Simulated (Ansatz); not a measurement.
**How the conductance of NiSi2/Si/CoSi2 changes with thickness**

Aim: the conductance of NiSi2/Si/CoSi2 junctions as the barrier thickens. The lower electrode is NiSi2 fluorite(111) turned by 180 degrees (type B), the upper one CoSi2 fluorite(111) turned by 180 degrees (type B); the barrier is Si diamond(111) (whole bilayers). In the first transport cell, after relaxation, the nearest pair of electrode and barrier is Si–Si at 2.37 Å, along the normal, at the lower face and Si–Si at 2.39 Å, along the normal, at the upper one. All share a net of side 3.84 Å, which strains the lower electrode by +0.0 %, the upper one by +1.3 % and the barrier by -0.7 %, against typed lattice constants near PBE's. The first steps treat the bulk electrodes alone.

Calculated with Ansatz 0.2.0; PBE DFT, plane waves, PAW files, in the first sound run; inputs show where later runs differ.

## (1) The starting structure

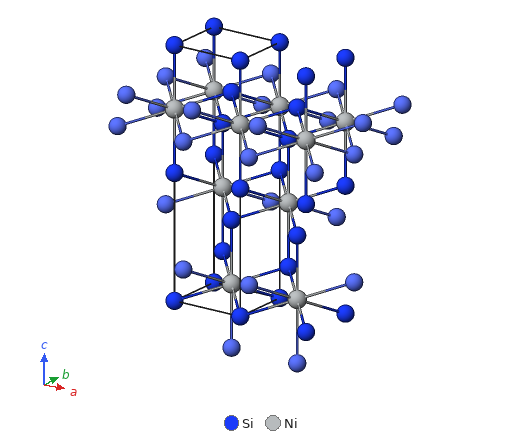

Start, viewed slightly off an axis; silicon blue, nickel light grey. 2×1×1 cells are drawn. Bonds to atoms that aren't drawn are left out. Some periodic images of atoms are drawn too.

## (2) Layer spacing of the electrode

The electrode is held to the junction's net and relaxed along the normal; its spacing is used for the ideal lead layers.

The input, input.yaml:

```yaml
crystal:
  lattice:
    - [3.84, 0.0, 0.0]
    - [-1.92, 3.3255375505, 0.0]
    - [0.0, 0.0, 9.4043325761]
  atoms:
    - { symbol: Si, position: [0.0, 0.0, 0.0] }
    - { symbol: Ni, position: [0.6666666667, 0.3333333333, 0.0833333333] }
    - { symbol: Si, position: [0.3333333333, 0.6666666667, 0.1666666667] }
    - { symbol: Si, position: [0.6666666667, 0.3333333333, 0.3333333333] }
    - { symbol: Ni, position: [0.3333333333, 0.6666666667, 0.4166666667] }
    - { symbol: Si, position: [0.0, 0.0, 0.5] }
    - { symbol: Si, position: [0.3333333333, 0.6666666667, 0.6666666667] }
    - { symbol: Ni, position: [0.0, 0.0, 0.75] }
    - { symbol: Si, position: [0.6666666667, 0.3333333333, 0.8333333333] }
kpoints:
  mp_grid: { grid: [12, 12, 3] }
scf:
  occupations: { method: fermi_dirac, width: 0.1 }
  max_iter: 150
hamiltonian:
  xc: pbe
relax:
  f_tol: 0.01
  max_steps: 40
  cell: { fix: [a, b, angles] }
```

Launch:

```bash
$ ansatz run input.yaml --threads 8 --pin off --max-ram 24576MiB --backend cpu --events-out ev --progress --plain --runs-dir out
```

Numbers of over 12 decimals in the logs are rounded to 6 here.

Output:

```text
Engine: ansatz 0.2.0, aarch64-unknown-linux-gnu
Pseudopotentials: kind: paw
Pseudopotential: Si, paw, valence charge 4, recommended cutoff 420 eV (normal), Si.paw.azcp
Pseudopotential: Ni, paw, valence charge 18, recommended cutoff 420 eV (normal), Ni.paw.azcp
Functional definition: PBE
  parameter kappa = 0.804
  parameter beta = 0.066725
  exchange = pbe_x(kappa = kappa, mu = beta*pi^2/3)
  correlation = pbe_c(beta = beta)
Crystal: 9 atoms, lattice volume = 120.094 Å³
Basis set: ecut = 420 eV, 2287 PW (Γ), exchange–correlation on 54×54×128 points (8 copies of the dense FFT grid, shifted against one another)
Bands: 48, of which v1, the nominal top of the filled ones, is band 39 counted from 1 (38 counted from 0)
Symmetry: 36 space group operations
Space group: R-3m (ITA 166), of the structure as read, at distance tolerance 4.9e-5 Å
k-points: 50 of 432
Non-local potential: Si, projectors of the file, l = 0: 2, l = 1: 2, l = 2: 2
Non-local potential: Ni, projectors of the file, l = 0: 3, l = 1: 2, l = 2: 3, l = 3: 1
PAW form: soft (Blöchl's): semilocal exchange-correlation on the pseudo side does not see the compensation charge
PAW one-centre angular grid: Si, 110 points (default); XC on 64 Gauss nodes
PAW one-centre angular grid: Ni, 590 points (default); XC on 64 Gauss nodes
Initial density: superposition of atomic densities (neutral atoms: chi_scale 0, normalization atom), corrected by the library's trained network
Initial wavefunctions: pseudopotential atomic-orbital guess
Functional: x = pbe(κ = 0.804, μ = 0.219515), c = pbe(β = 0.066725)
SCF iter   1: F=—  HF=-21337.252543 eV  |F-HF|=—  |Δ(HF+E_count)|=         —  Δρ=1.04e-2  dr2=9.25e-2  ethr=1.77e-3  ⟨swp⟩=7.7  Hψ=10312  notcnv=0  defer=3
preconditioner: auto → Kerker (q_TF=auto, 2.539 Å⁻¹)  [metal: Δε(μ)=0.023 eV  Ē_g=7.331 eV  σ=0.100 eV  W_gap=0.06  n_scr=36 (ndim 8)  ℏωp=24.9 eV  f_vac=0.000  D(μ)=2.76/eV (n_scr^D=24)]
SCF iter   2: F=—  HF=-21337.244016 eV  |F-HF|=—  |Δ(HF+E_count)|=   8.53e-3  Δρ=4.25e-3  dr2=1.88e-2  ethr=1.19e-4  ⟨swp⟩=2.0  Hψ=3000  notcnv=0  defer=3
SCF iter   3: F=—  HF=-21337.242056 eV  |F-HF|=—  |Δ(HF+E_count)|=   1.96e-3  Δρ=5.51e-4  dr2=2.65e-4  ethr=2.40e-5  ⟨swp⟩=1.4  Hψ=2597  notcnv=0  defer=4
SCF iter   4: F=—  HF=-21337.242208 eV  |F-HF|=—  |Δ(HF+E_count)|=   1.52e-4  Δρ=1.99e-4  dr2=6.47e-5  ethr=3.40e-7  ⟨swp⟩=2.0  Hψ=4337  notcnv=0  defer=4
SCF iter   5: F=—  HF=-21337.242202 eV  |F-HF|=—  |Δ(HF+E_count)|=   5.55e-6  Δρ=2.20e-4  dr2=4.10e-5  ethr=8.30e-8  ⟨swp⟩=2.0  Hψ=3733  notcnv=0  defer=4
SCF iter   6: F=—  HF=-21337.242205 eV  |F-HF|=—  |Δ(HF+E_count)|=   2.41e-6  Δρ=6.04e-5  dr2=4.61e-6  ethr=5.26e-8  ⟨swp⟩=2.1  Hψ=3358  notcnv=0  defer=4
SCF iter   7: F=—  HF=-21337.242206 eV  |F-HF|=—  |Δ(HF+E_count)|=   1.89e-6  Δρ=1.16e-5  dr2=2.35e-7  ethr=5.91e-9  ⟨swp⟩=2.0  Hψ=3400  notcnv=0  defer=4
SCF iter   8: F=-21337.242207 eV  HF=-21337.242207 eV  |F-HF|=1.08e-9  |Δ(HF+E_count)|=   1.50e-7  Δρ=2.55e-6  dr2=1.10e-8  ethr=1.28e-10  ⟨swp⟩=4.1  Hψ=8449  notcnv=0
SCF 1 converged in 8 iterations: F = -21337.242207 eV  dr2 = 1.10e-8
  greatest PAW one-centre occupation: 1.000 electrons in one spin orbital (limit 2), on the Ni atom at site 7 (counted from 0), in its partial waves of l = 1
relax step   1: F+E_penalty+E_count = -21337.24220659 eV  Δ(F+E_penalty+E_count) = +0.000e0 eV  max|allowed force component| = 3.279e-2 eV/Å  Δτ_max = 0.0000 Å  P = +1.161 GPa  Ω = 120.094 Å³  fix = [a, b, alpha, beta, gamma]  reactions: a +0.713, b +0.713 GPa  (8 SCF iters, dr2 threshold 1.00e-7 eV, accepted)
Crystal: 9 atoms, lattice volume = 120.669 Å³
Basis set: ecut = 420 eV, 2323 PW (Γ), exchange–correlation on 54×54×128 points (8 copies of the dense FFT grid, shifted against one another)
Initial density: handed on by an earlier stage of this run
Initial wavefunctions: those handed on with the density
iter 1 solved again at ethr=9.67e-7 eV; its pass at ethr=3.10e-3 eV (dr2=7.55e-4 eV) is discarded
SCF iter   1: F=—  HF=-21337.248298 eV  |F-HF|=—  |Δ(HF+E_count)|=         —  Δρ=9.91e-4  dr2=6.29e-4  ethr=9.67e-7  ⟨swp⟩=2.2  Hψ=10981  notcnv=0
preconditioner: auto → Kerker (q_TF=auto, 2.537 Å⁻¹)  [metal: Δε(μ)=0.019 eV  Ē_g=7.325 eV  σ=0.100 eV  W_gap=0.05  n_scr=36 (ndim 8)  ℏωp=24.8 eV  f_vac=0.002  D(μ)=2.71/eV (n_scr^D=24)]
SCF iter   2: F=—  HF=-21337.248177 eV  |F-HF|=—  |Δ(HF+E_count)|=   1.22e-4  Δρ=4.06e-4  dr2=1.28e-4  ethr=8.06e-7  ⟨swp⟩=1.1  Hψ=2478  notcnv=0
SCF iter   3: F=—  HF=-21337.248158 eV  |F-HF|=—  |Δ(HF+E_count)|=   1.81e-5  Δρ=1.88e-4  dr2=3.26e-5  ethr=1.64e-7  ⟨swp⟩=1.1  Hψ=2428  notcnv=0
SCF iter   4: F=—  HF=-21337.248156 eV  |F-HF|=—  |Δ(HF+E_count)|=   2.22e-6  Δρ=9.10e-5  dr2=9.60e-6  ethr=4.18e-8  ⟨swp⟩=2.2  Hψ=3497  notcnv=0
iter 5 did not close the SCF: its close was put off for the readings that it lacked (scf_convergence_deferred on its scf_iter line)
SCF iter   5: F=-21337.248156 eV  HF=-21337.248156 eV  |F-HF|=3.93e-8  |Δ(HF+E_count)|=   2.86e-7  Δρ=1.65e-5  dr2=4.63e-7  ethr=1.23e-8  ⟨swp⟩=1.7  Hψ=3063  notcnv=0
SCF iter   6: F=-21337.248157 eV  HF=-21337.248157 eV  |F-HF|=4.23e-9  |Δ(HF+E_count)|=   1.92e-7  Δρ=7.07e-6  dr2=5.67e-8  ethr=5.94e-10  ⟨swp⟩=2.9  Hψ=8816  notcnv=0
SCF 2 converged in 6 iterations: F = -21337.248157 eV  dr2 = 5.67e-8
relax step   2: F+E_penalty+E_count = -21337.24815665 eV  Δ(F+E_penalty+E_count) = -5.950e-3 eV  max|allowed force component| = 1.990e-2 eV/Å  Δτ_max = 0.0049 Å  P = +0.465 GPa  Ω = 120.669 Å³  energy of the carried Pulay correction = -1.587e-4 eV  fix = [a, b, alpha, beta, gamma]  reactions: a +0.236, b +0.236 GPa  (6 SCF iters, dr2 threshold 9.00e-7 eV, accepted)
Crystal: 9 atoms, lattice volume = 121.165 Å³
Basis set: ecut = 420 eV, 2335 PW (Γ), exchange–correlation on 54×54×128 points (8 copies of the dense FFT grid, shifted against one another)
iter 1 solved again at ethr=7.65e-7 eV; its pass at ethr=3.10e-3 eV (dr2=5.96e-4 eV) is discarded
SCF iter   1: F=—  HF=-21337.249874 eV  |F-HF|=—  |Δ(HF+E_count)|=         —  Δρ=8.74e-4  dr2=4.76e-4  ethr=7.65e-7  ⟨swp⟩=2.2  Hψ=10964  notcnv=0
preconditioner: auto → Kerker (q_TF=auto, 2.535 Å⁻¹)  [metal: Δε(μ)=0.044 eV  Ē_g=7.297 eV  σ=0.100 eV  W_gap=0.11  n_scr=36 (ndim 8)  ℏωp=24.8 eV  f_vac=0.002  D(μ)=2.69/eV (n_scr^D=24)]
SCF iter   2: F=—  HF=-21337.249773 eV  |F-HF|=—  |Δ(HF+E_count)|=   1.00e-4  Δρ=3.63e-4  dr2=1.00e-4  ethr=6.10e-7  ⟨swp⟩=1.1  Hψ=2476  notcnv=0
SCF iter   3: F=—  HF=-21337.249762 eV  |F-HF|=—  |Δ(HF+E_count)|=   1.17e-5  Δρ=1.66e-4  dr2=2.57e-5  ethr=1.29e-7  ⟨swp⟩=1.0  Hψ=2400  notcnv=0
SCF iter   4: F=—  HF=-21337.249760 eV  |F-HF|=—  |Δ(HF+E_count)|=   1.21e-6  Δρ=8.17e-5  dr2=7.78e-6  ethr=3.30e-8  ⟨swp⟩=2.2  Hψ=3591  notcnv=0
iter 5 did not close the SCF: its close was put off for the readings that it lacked (scf_convergence_deferred on its scf_iter line)
SCF iter   5: F=-21337.249761 eV  HF=-21337.249761 eV  |F-HF|=3.39e-8  |Δ(HF+E_count)|=   2.63e-7  Δρ=1.51e-5  dr2=3.78e-7  ethr=9.97e-9  ⟨swp⟩=1.8  Hψ=3237  notcnv=0
SCF iter   6: F=-21337.249761 eV  HF=-21337.249761 eV  |F-HF|=6.73e-10  |Δ(HF+E_count)|=   1.63e-7  Δρ=6.99e-6  dr2=5.38e-8  ethr=4.85e-10  ⟨swp⟩=2.9  Hψ=8602  notcnv=0
SCF 3 converged in 6 iterations: F = -21337.249761 eV  dr2 = 5.38e-8
relax step   3: F+E_penalty+E_count = -21337.24976079 eV  Δ(F+E_penalty+E_count) = -1.604e-3 eV  max|allowed force component| = 1.781e-3 eV/Å  Δτ_max = 0.0049 Å  P = -0.119 GPa  Ω = 121.165 Å³  energy of the carried Pulay correction = -2.952e-4 eV  fix = [a, b, alpha, beta, gamma]  reactions: a -0.178, b -0.178 GPa  (6 SCF iters, dr2 threshold 9.00e-7 eV, accepted)
Initial wavefunctions: pseudopotential atomic-orbital guess (no wavefunctions were taken with the density)
iter 1 solved again at ethr=3.75e-6 eV; its pass at ethr=3.10e-3 eV (dr2=2.93e-3 eV) is discarded
SCF iter   1: F=—  HF=-21337.249890 eV  |F-HF|=—  |Δ(HF+E_count)|=         —  Δρ=2.01e-4  dr2=1.08e-6  ethr=3.75e-6  ⟨swp⟩=2.8  Hψ=15295  notcnv=0
eigensolver tolerance schedule: the retry pair's looser diagonalisation over-reported the residual by 2719.50 of it (diagonalisation noise at an unbounded share of the residual, at the tolerance the schedule requests for it); recorded, not acted on — ethr = c·dr2/N_el stays at c = 1.0e-1
SCF iter   2: F=—  HF=-21337.250017 eV  |F-HF|=—  |Δ(HF+E_count)|=   1.27e-4  Δρ=1.02e-4  dr2=2.88e-7  ethr=1.38e-9  ⟨swp⟩=2.9  Hψ=4912  notcnv=0
SCF iter   3: F=—  HF=-21337.250077 eV  |F-HF|=—  |Δ(HF+E_count)|=   6.02e-5  Δρ=4.06e-6  dr2=1.61e-8  ethr=3.69e-10  ⟨swp⟩=1.0  Hψ=2404  notcnv=0
SCF iter   4: F=—  HF=-21337.250077 eV  |F-HF|=—  |Δ(HF+E_count)|=   3.95e-9  Δρ=1.11e-6  dr2=2.72e-9  ethr=2.06e-11  ⟨swp⟩=2.2  Hψ=3087  notcnv=0
SCF iter   5: F=—  HF=-21337.250077 eV  |F-HF|=—  |Δ(HF+E_count)|=   1.52e-9  Δρ=5.00e-7  dr2=5.29e-10  ethr=3.48e-12  ⟨swp⟩=2.0  Hψ=3482  notcnv=0
SCF iter   6: F=-21337.250077 eV  HF=-21337.250077 eV  |F-HF|=7.28e-12  |Δ(HF+E_count)|=  4.98e-10  Δρ=6.11e-8  dr2=4.01e-12  ethr=1.00e-12  ⟨swp⟩=3.0  Hψ=9661  notcnv=0
SCF 4 converged in 6 iterations: F = -21337.250077 eV  dr2 = 4.01e-12
relax step   4: F+E_penalty+E_count = -21337.25007692 eV  Δ(F+E_penalty+E_count) = -3.161e-4 eV  max|allowed force component| = 1.818e-3 eV/Å  Δτ_max = 0.0000 Å  P = -0.118 GPa  Ω = 121.165 Å³  fix = [a, b, alpha, beta, gamma]  reactions: a -0.178, b -0.178 GPa  stress off target by 2.61e-3 GPa on what of the cell is left free  SCF on the basis re-selected at this cell (its energy is not comparable with the rows above)  (6 SCF iters)
basis re-selected at this cell: Δ(F+E_penalty+E_count) = -3.161e-4 eV, ΔP = +0.001 GPa vs the last step (what re-selecting the basis moved, of the pressure what is left beyond the Pulay correction that the steps carried, after the strain that the cell walked since its last selection, with what the two solves' SCF thresholds leave and, on support functions, any second-order correction that the steps lacked; it is no m [...]
SCF converged after 6 iterations
Free energy (F): -21337.250077 eV
Harris-Foulkes:  -21337.250077 eV  (|F-HF|=7.28e-12)
Internal energy: -21337.161385 eV  (E = F + TS)
E sigma→0 (E₀):  -21337.205731 eV
Entropy (-TS):   -0.088692 eV (-9.855 meV/atom)
Fermi energy:    12.854142 eV
--- Per-component energies (eV) ---
  E_band       = -1054.656728
  E_kinetic    = 1107.518555
  E_local      = -14804.914671  (includes V_loc(G=0)·N_el)
  E_nonlocal   = 2038.793466
  E_hartree    = 6399.499385
  E_xc         = -596.351401
  E_vxc        = -623.499574  (∫ρ·V_xc dr)
  E_paw        = -7954.306850  (= ΣΔE_a)
  E_vpaw       = -1571.555117  (= ΣTr[D̂ρ^β])
  E_aug_tail   = 0.001692  (compensation charges beyond the density's cutoff)
  E_ewald      = -7527.401562
  E_smearing   = -0.088692  (= −TS)
  E_closure    = 0.000000  (closes the sum)
  Σ components = -21337.250077   (vs F -21337.250077, Δ=0.00e0)
--- Forces (eV/Å), atoms counted from 1 ---
  atom   1  Si    -0.00000000    -0.00000000    -0.00181799
  atom   2  Ni     0.00000000    -0.00000000     0.00000000
  atom   3  Si     0.00000000     0.00000000     0.00181799
  atom   4  Si    -0.00000000    -0.00000000    -0.00181799
  atom   5  Ni    -0.00000000    -0.00000000     0.00000000
  atom   6  Si     0.00000000     0.00000000     0.00181799
  atom   7  Si    -0.00000000    -0.00000000    -0.00181799
  atom   8  Ni     0.00000000     0.00000000     0.00000000
  atom   9  Si     0.00000000     0.00000000     0.00181799
  max |Σ_I F_I| component: 2.10e-16 eV/Å
--- Stress (GPa, compression-positive) ---
       -0.177903      -0.000000      -0.000000
       -0.000000      -0.177903       0.000000
        0.000000      -0.000000       0.002613
  P = ⅓ Tr σ = -0.1177 GPa (-1.177 kbar)
--- Relaxed structure (3 steps of the walk, 3 accepted, 1 SCFs on fresh bases) ---
  F+E_penalty+E_count = -21337.25007692 eV   max|allowed force component| = 1.818e-3 eV/Å   (the final SCF, on the basis selected at the relaxed cell)
  cell:  # Å, volume = 121.1655 Å³
    - [3.840000, 0, 0]
    - [-1.920000, 3.325538, 0]
    - [0, 0, 9.488241]
  atoms:
    - { symbol: Si, position: [0, 0, -0.00103583] }
    - { symbol: Ni, position: [0.666667, 0.333333, 0.083333] }
    - { symbol: Si, position: [0.333333, 0.666667, 0.167702] }
    - { symbol: Si, position: [0.666667, 0.333333, 0.332298] }
    - { symbol: Ni, position: [0.333333, 0.666667, 0.416667] }
    - { symbol: Si, position: [0, 0, 0.501036] }
    - { symbol: Si, position: [0.333333, 0.666667, 0.665631] }
    - { symbol: Ni, position: [0, 0, 0.750000] }
    - { symbol: Si, position: [0.666667, 0.333333, 0.834369] }
```

Wall time 7.6 s (8 threads of Arm Neoverse V2, shared host); peak memory 0.75 GiB.

This run has no spin polarisation, although Ni can carry a moment.

The steps of the relaxation:

| step | energy less that of the first step (eV) | largest force component (eV/Å) | pressure (GPa) | volume (Å³) |
| --- | --- | --- | --- | --- |
| 1 | 0.0000 | 0.0328 | 1.16 | 120.09 |
| 2 | -0.0060 | 0.0199 | 0.46 | 120.67 |
| 3 | -0.0076 | 0.0018 | -0.12 | 121.17 |
| 4* | -0.0079 | 0.0018 | -0.12 | 121.17 |

Relaxation steps marked * repeat the geometry before them on a plane-wave basis chosen anew for their cell, so energy and pressure can jump there.

Forces are held to the 36 operations that the run works with; a distortion that breaks them can't arise in this run.

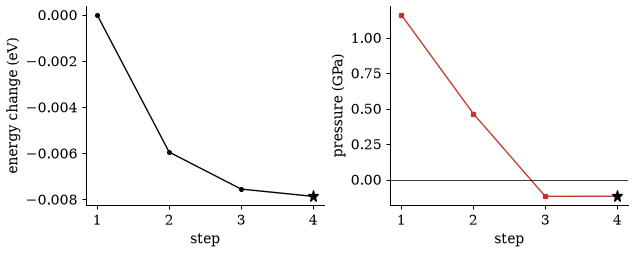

Energy and pressure along the relaxation. Stars mark steps on a basis chosen anew.

| cell as run | before | after | change |
| --- | --- | --- | --- |
| a (Å) | 3.840 | 3.840 | -0.0 % |
| b (Å) | 3.840 | 3.840 | -0.0 % |
| c (Å) | 9.404 | 9.488 | +0.9 % |
| volume (Å³/atom) | 13.34 | 13.46 | +0.9 % |

The relaxed structure:

```cif
data_structure
_symmetry_space_group_name_H-M 'P 1'
_symmetry_Int_Tables_number 1
_cell_length_a 3.8400
_cell_length_b 3.8400
_cell_length_c 9.4882
_cell_angle_alpha 90.000
_cell_angle_beta 90.000
_cell_angle_gamma 120.000
_cell_volume 121.17
loop_
_atom_site_label
_atom_site_type_symbol
_atom_site_fract_x
_atom_site_fract_y
_atom_site_fract_z
_atom_site_occupancy
Si1 Si 0.00000 0.00000 0.99896 1
Ni2 Ni 0.66667 0.33333 0.08333 1
Si3 Si 0.33333 0.66667 0.16770 1
Si4 Si 0.66667 0.33333 0.33230 1
Ni5 Ni 0.33333 0.66667 0.41667 1
Si6 Si 0.00000 0.00000 0.50104 1
Si7 Si 0.33333 0.66667 0.66563 1
Ni8 Ni 0.00000 0.00000 0.75000 1
Si9 Si 0.66667 0.33333 0.83437 1
```

This step gave:

```
free energy  : -21337.2501 eV
Fermi energy : 12.85 eV
pressure     : -0.1177 GPa
```

The relaxation ends with a largest force component of 0.0018 eV/Å.

(Continued in part 2 of 7.)

[Logs are printed without paths, hosts, clocks, repeated set-up lines and the standing remarks that a program may print on its own settings, such as how far it seeks lower states.]

[Hosts, paths, dates, database ids (printed as entryN), source tags and the programs' standing remarks are cut or masked in the printed files.]
